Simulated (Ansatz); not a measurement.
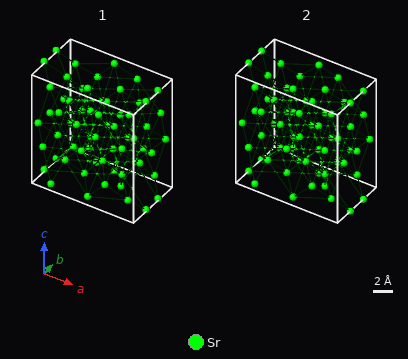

Two geometries of a defect cell of composition Sr (started half-way along a vacancy jump, in the symmetry of that start), drawn at one scale. One is the start of a relaxation, the other its converged end. Style: ball-and-stick. Shown: the conventional cell (2 times the calculation's cell), from a free direction. Lengths and directions refer to the drawn axes.

Method: DFT PBE, scalar-relativistic, plane waves, PAW (Ansatz). Set-up: plane-wave cutoff 420 eV; k-point mesh 4 × 4 × 2; occupations gaussian; smearing width 0.1 eV; no spin polarisation; atoms relaxed in a fixed cell; force threshold 0.02 eV/Å; at most 60 steps.

Q: Which one is relaxed?

A: Structure 1 is the relaxed one. The largest moves, 0.37 Å, are those of Sr atoms. The lattice vectors keep their values. Near-neighbour distances that change, for instance: Sr–Sr 4.750 → 4.359 Å, Sr–Sr 4.750 → 4.456 Å, Sr–Sr 4.114 → 4.384 Å, Sr–Sr 4.114 → 4.361 Å. Bond angles that change, for instance: Sr–Sr–Sr 117.0° → 115.0°, Sr–Sr–Sr 63.0° → 65.0°. Over 3 geometry steps the energy falls by 0.409 eV per cell of the calculation. Largest force component: 0.25 eV/Å at the start, 0.0093 eV/Å at the end. The run took 3.2 min on 4 threads of Arm Neoverse V2, with other jobs on the host, peak memory 4.1 GiB.
